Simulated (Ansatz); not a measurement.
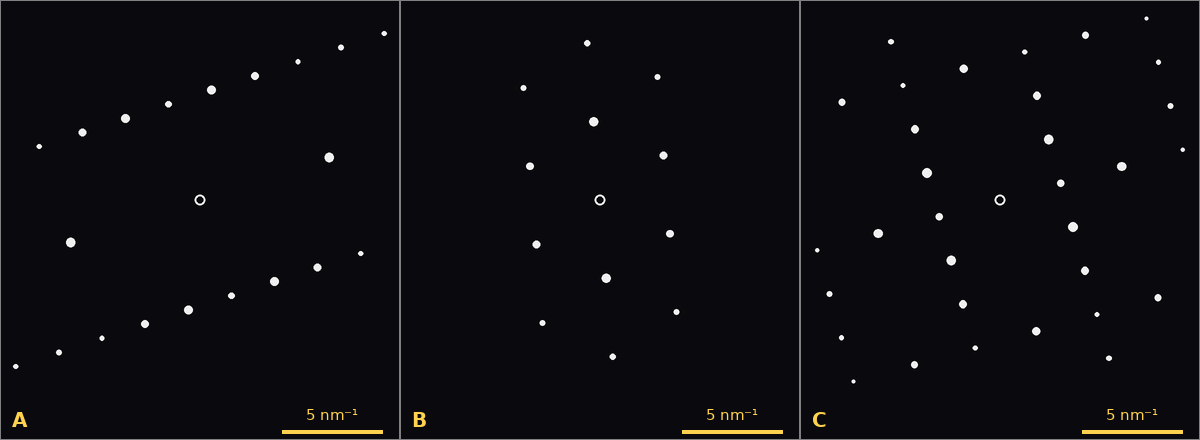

Simulated selected-area electron diffraction patterns (300 kV, kinematic approximation, thin crystal, B = 0.5 Å² for all atoms).

All three come from Zr, space group P6/mmm (No. 191), a = 5.089 Å, c = 3.168 Å (hexagonal axes). Structure: the end point of a relaxation with DFT, RPBE, plane waves (420 eV) with PAW, scalar-relativistic in Ansatz 0.2.0; the starting structure was generated, so it need not be a known form of this composition.

Q: Assign the zone axes [100], [102], [211] to A, B and C.

A: A is [102]: rectangular net of 0 -1 0 (itself too weak to see) at d = 4.41 Å and -2 1 1 at d = 1.98 Å, at 90.0°. B is [211]: centred rectangular net of -1 1 1 at d = 2.57 Å and 0 -1 1 at d = 2.57 Å, at 60.7°. C is [100]: rectangular net of 0 1 0 (itself too weak to see) at d = 4.41 Å and 0 0 1 at d = 3.17 Å, at 90.0°.
